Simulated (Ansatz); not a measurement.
Ga4As5 (slab)

```xyz
9
Lattice="4.0626 0.0000 0.0000 0.0000 4.0626 0.0000 0.0000 0.0000 26.4908" Properties=species:S:1:pos:R:3 pbc="T T T"
As    0.0000    2.0313    7.5001
Ga    2.0313    2.0313    8.9364
As    2.0313    0.0000   10.3727
Ga    0.0000    0.0000   11.8091
As    0.0000    2.0313   13.2454
Ga    2.0313    2.0313   14.6817
As    2.0313    0.0000   16.1180
Ga    0.0000    0.0000   17.5544
As    0.0000    2.0313   18.9907
```

Computed without spin polarisation.

Computed with DFT PBE, scalar-relativistic, plane waves, PAW in Ansatz.

In a PAW calculation such maps are meaningful between the atoms, not at the nuclei.

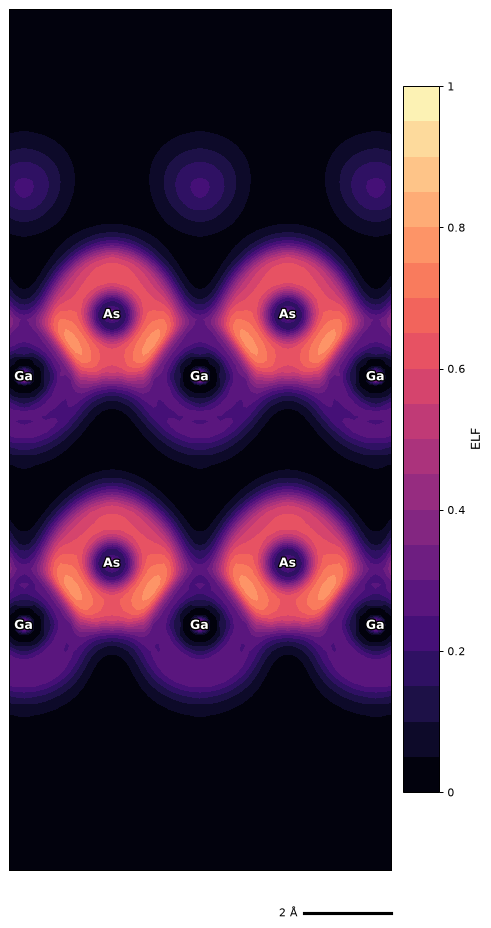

Figure 1. ELF on the (100) plane of the calculation cell, a cut from vacuum to vacuum.

> What does the map show?

- Atoms in the plane: Ga and As.
- Ga–As (2.49 Å): the ELF peaks at about 0.75 between the atoms.

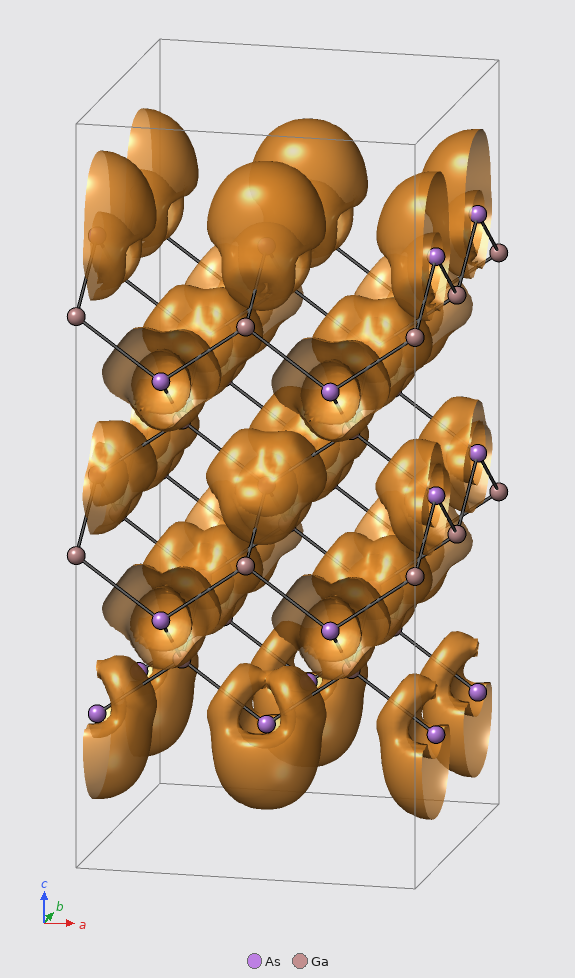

Figure 2. Isosurface of the electron localisation function at 0.6 (orange), seen slightly off an axis. Core shells and regions of very low density are left out. Sticks mark near contacts.

> Identify the bonds, lone pairs and shells in this picture.

The surface consists of five regions on As in which the atom's valence shell and bonds are merged, counted in one cell of 9 atoms. Counts are for one cell; the picture repeats the cell along the surface.

> Metal or insulator at this level of theory?

It is gapless in this calculation (a metal or semimetal).
